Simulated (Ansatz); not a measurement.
The calculation's input:

```
crystal:
  lattice:
    - [-3.3206937274, 0.0, 0.0]
    - [-1.6603468637, -2.8758051261, 0.0]
    - [-1.660180829, -0.9585058485, 15.2573262715]
  atoms:
    - { symbol: W, position: [0.2500083333, 0.2500083333, 0.25] }
    - { symbol: W, position: [0.4166916667, 0.4166916667, 0.75] }
    - { symbol: Se, position: [0.1200146928, 0.1200146928, 0.6400199235] }
    - { symbol: Se, position: [0.6199980262, 0.6199980262, 0.1400199235] }
    - { symbol: Se, position: [0.0467019738, 0.0467019738, 0.8599800765] }
    - { symbol: Se, position: [0.5466853072, 0.5466853072, 0.3599800765] }
basis:
  ecutwfc: 420
kpoints:
  mp_grid: { grid: [9, 9, 2] }
hamiltonian:
  xc: pbe
scf:
  occupations: { method: gaussian, width: 0.05 }
output:
  forces: true
  stress: true
  eigenvalues: true
  write_density: true
  write_potential: true
  elf: true
  volumetric_format: npy
```

Run with:

```sh
ansatz run input.yaml --threads 2 --pin off --max-ram 5120MiB --backend cpu --events-out ev --progress --plain --runs-dir out
```

Below, planes, directions and counts refer to the conventional cell (a = 3.32 Å, b = 3.32 Å, c = 45.77 Å, α = 90.00°, β = 90.00°, γ = 120.00°).

Space group R-3m.

Method: DFT PBE, scalar-relativistic, plane waves, PAW in Ansatz.

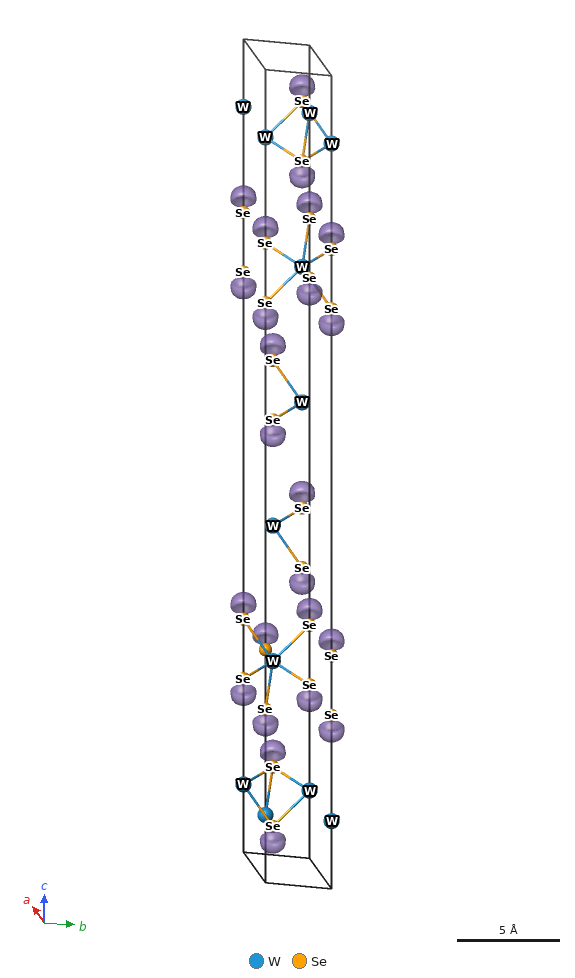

WSe₂. Isosurface of the electron localisation function at 0.85 (purple), seen at an oblique angle. Only the valence region is drawn (cores and ρ < 0.01 e/Å³ removed). Sticks mark near contacts.

Q: What do the ELF domains correspond to?

A: The ELF exceeds this value in twelve lobes on Se, pointing away from the bonds (lone pairs), counted in one cell of 18 atoms. Any copies at cell faces, edges or corners count once.

Values along the shortest contacts:
W–Se (2.55 Å): the ELF is about 0.55 at the midpoint.
